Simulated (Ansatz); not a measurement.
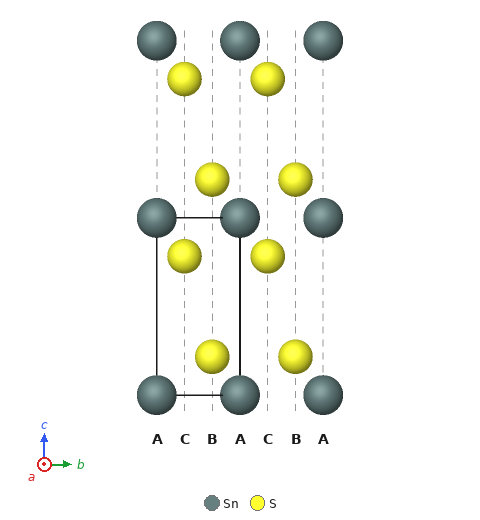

The picture looks along a close-packed row of the hexagonal mesh; c points upwards. The dashed lines mark the three columns A (0, 0), B (1/3, 2/3) and C (2/3, 1/3). The sequence starts with the first layer at or above the cell's origin.

The compound is SnS2 (space group P-3m1, No. 164), taken as the geometry relaxed with DFT PBE, scalar-relativistic, plane waves, PAW (Ansatz 0.2.0).

Question: Give the sequence of layers in one repeat, with element and column.

Answer: Sn(A) – S(B) – S(C) (three layers in 6.83 Å).

Question: How are the S layers alone stacked?

Answer: S layers alone: BC, the hexagonal close-packed type.

Question: Which positions between or in the S layers do the other atoms fill?

Answer: Sn: one octahedral site in each hexagonal cell. One of the two gaps between S layers is empty, 3.87 Å wide.

Question: What short polytype symbol fits?

Answer: Polytype symbol 1T, the symbol of a layered MX2 polytype (number of slabs in the repeat and lattice).
